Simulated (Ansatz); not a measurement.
## Electronic structure of MgO in real space

The calculation's input:

```
crystal:
  lattice:
    - [3.4840796175, 0.0, 0.0]
    - [-1.7420398087, 3.1204931674, 0.0]
    - [0.0, 0.0, 4.1853171403]
  atoms:
    - { symbol: Mg, position: [0.6645678189, 0.3291356379, 0.75] }
    - { symbol: Mg, position: [0.3354321811, 0.6708643621, 0.25] }
    - { symbol: O, position: [0.6640155868, 0.3280311737, 0.25] }
    - { symbol: O, position: [0.3359844132, 0.6719688263, 0.75] }
kpoints:
  mp_grid: { grid: [12, 12, 6] }
  band_path:
    path:
      - [0.0, 0.0, 0.0]
      - [0.5, 0.0, 0.0]
      - [0.3333333333, 0.3333333333, 0.0]
      - [0.0, 0.0, 0.5]
      - [0.5, 0.0, 0.5]
      - [0.3333333333, 0.3333333333, 0.5]
    npoints: 1
hamiltonian:
  xc: r2scan
scf:
  occupations: { method: fixed }
  n_extra_bands: 5
output:
  forces: true
  stress: true
  eigenvalues: true
  write_density: true
  write_potential: true
  elf: true
  volumetric_format: npy
```

Launched as:

```sh
ansatz run input.yaml --threads 4 --pin off --max-ram 4608MiB --backend cpu --events-out ev --progress --plain --runs-dir out
```

Below, planes, directions and counts refer to the conventional cell (a = 3.48 Å, b = 6.24 Å, c = 4.19 Å, α = 90.00°, β = 90.00°, γ = 90.00°).

Space group Cmcm; a structure from a database of computed crystals, not necessarily the ambient phase; started from the database structure prototype, which need not be the ambient phase; changed on purpose from its base cell (uniaxial y strain +3.4%); computed pressure about −4 GPa in this cell.

All numbers below come from Ansatz, DFT, r2SCAN, plane waves, PAW.

Core electrons are frozen (PAW), and the valence fields are smoothed inside the atomic spheres.

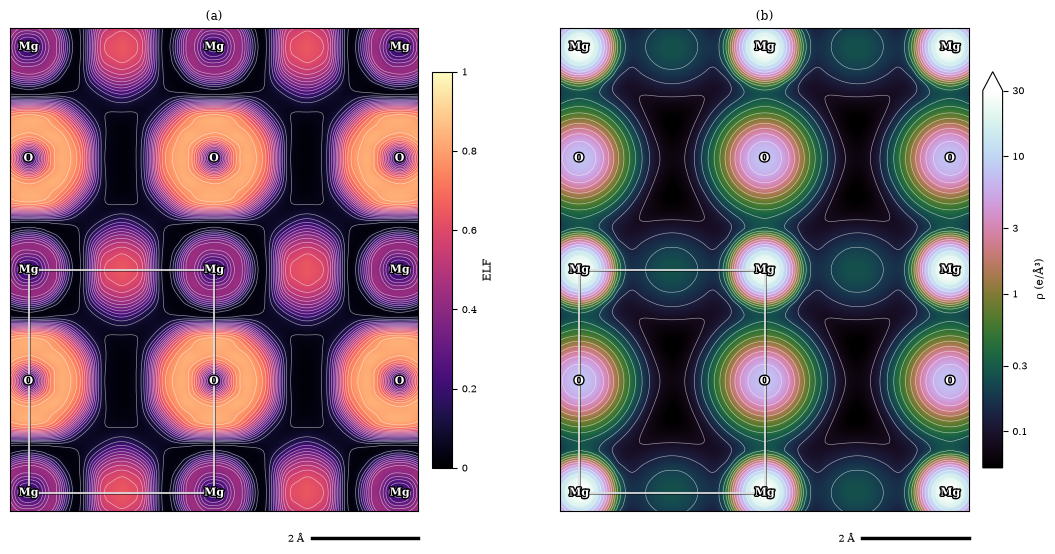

Figure 1. (a) electron localisation function; (b) valence pseudo-density on the (010) plane of the conventional cell.

> What does the map show?

The plane passes through Mg and O nuclei.
Mg–O (2.09 Å): ρ at the midpoint is about 0.35 e/Å³; the ELF peaks at about 0.85 in the valence shell of O, 0.7 Å from its nucleus, and is about 0.35 at the midpoint: an ionic contact with no shared pair.
Between the atoms the lowest density in this plane is 0.05 e/Å³.

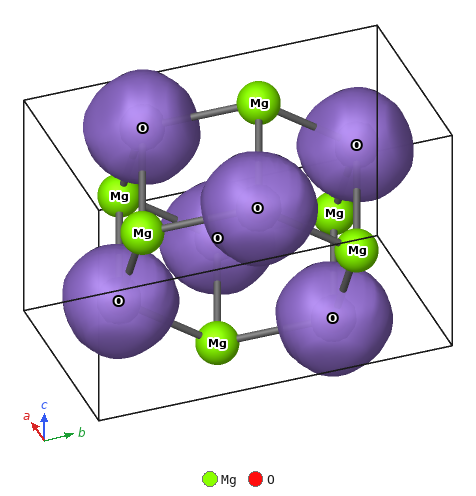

Figure 2. Isosurface of the electron localisation function at 0.7 (purple), seen at an oblique angle. Only the valence region is drawn (cores and ρ < 0.01 e/Å³ removed). Sticks mark near contacts.

> Where are the electrons localised?

At this value the surface marks out four regions wrapped around O (the valence shell of each), counted in one cell of 8 atoms. Regions shared between cells count once.


Mg–O (2.04 Å): the ELF peaks at about 0.85 in the valence shell of O, 0.6 Å from its nucleus, and is about 0.35 at the midpoint; an ionic contact with no shared pair.

> Does the calculation give a band gap?

It is gapped, with a Kohn–Sham gap of 3.9 eV on the k-point mesh (the band edges may lie off the mesh, which would make the gap smaller).
